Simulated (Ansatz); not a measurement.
# TaH₄: what the fields show

Input file:

```
crystal:
  lattice:
    - [-1.5168207288, 1.5168207288, 5.2239445637]
    - [1.5168207288, -1.5168207288, 5.2239445637]
    - [1.5168207288, 1.5168207288, -5.2239445637]
  atoms:
    - { symbol: Ta, position: [0.0, 0.0, 0.0] }
    - { symbol: H, position: [0.6119511325, 0.1119511325, 0.5] }
    - { symbol: H, position: [0.1119511325, 0.6119511325, 0.5] }
    - { symbol: H, position: [0.3880488675, 0.8880488675, 0.5] }
    - { symbol: H, position: [0.8880488675, 0.3880488675, 0.5] }
basis:
  ecutwfc: 420
kpoints:
  mp_grid: { grid: [14, 14, 14] }
hamiltonian:
  xc: pbe
scf:
  occupations: { method: gaussian, width: 0.1 }
output:
  forces: true
  stress: true
  eigenvalues: true
  write_density: true
  write_potential: true
  elf: true
  volumetric_format: npy
relax:
  adjacent_minimum: "off"
  f_tol: 0.01
  max_steps: 80
  cell: { stress_tol: 0.05 }
```

Launched as:

```sh
ansatz run input.yaml --threads 1 --pin off --max-ram 2560MiB --backend cpu --events-out ev --progress --plain --runs-dir out
```

Below, planes, directions and counts refer to the conventional cell (a = 3.03 Å, b = 3.03 Å, c = 11.36 Å, α = 90.00°, β = 90.00°, γ = 90.00°).

The fields are those of the run's last geometry, not of the input's.

Space group I4/mmm; a generated structure, not necessarily the stable one; computed without spin polarisation.

Theory: DFT PBE, scalar-relativistic, plane waves, PAW (Ansatz 0.2.0).

Core electrons are frozen (PAW), and the valence fields are smoothed inside the atomic spheres.

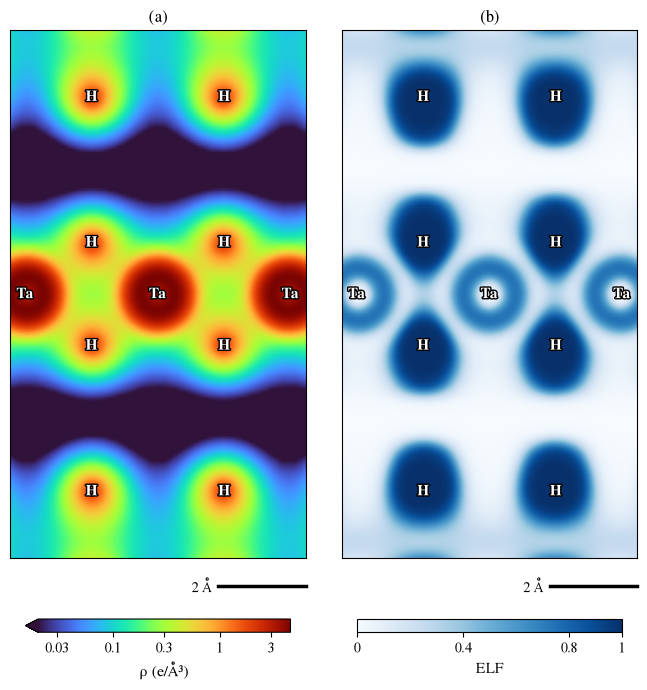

Figure 1. (a) valence electron density; (b) electron localisation function on the (010) plane of the conventional cell.

Q: Read the bonding off the picture.

A: The section cuts through Ta and H sites.
Ta–H (1.92 Å): ρ at the midpoint is about 0.81 e/Å³; the ELF climbs to about 1 towards the hydrogen.
Ta–Ta (3.03 Å): ρ at the midpoint is about 0.3 e/Å³; the ELF is about 0.30 at the midpoint.
Between the atoms the lowest density in this plane is 0.004 e/Å³.
The features right at Ta lie inside the PAW spheres, where the map follows smoothed inner orbitals and isn't to be read closely.

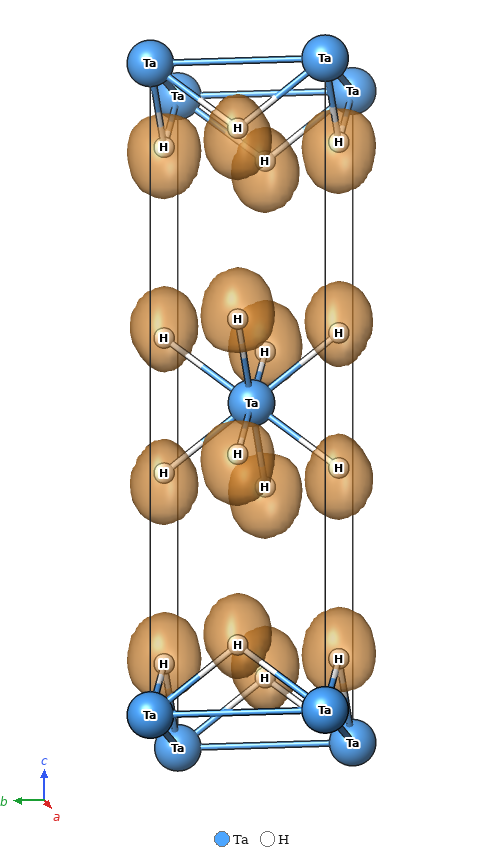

Figure 2. Isosurface of the ELF at 0.9 (orange), seen at an oblique angle. Core shells and regions of very low density are left out. Sticks mark near contacts.

Q: Describe the localisation domains.

A: The surface consists of eight regions around hydrogen nuclei, counted in one cell of 10 atoms. Any copies at cell faces, edges or corners count once.

Q: Does the calculation give a band gap?

A: It is gapless in this calculation (a metal or semimetal).
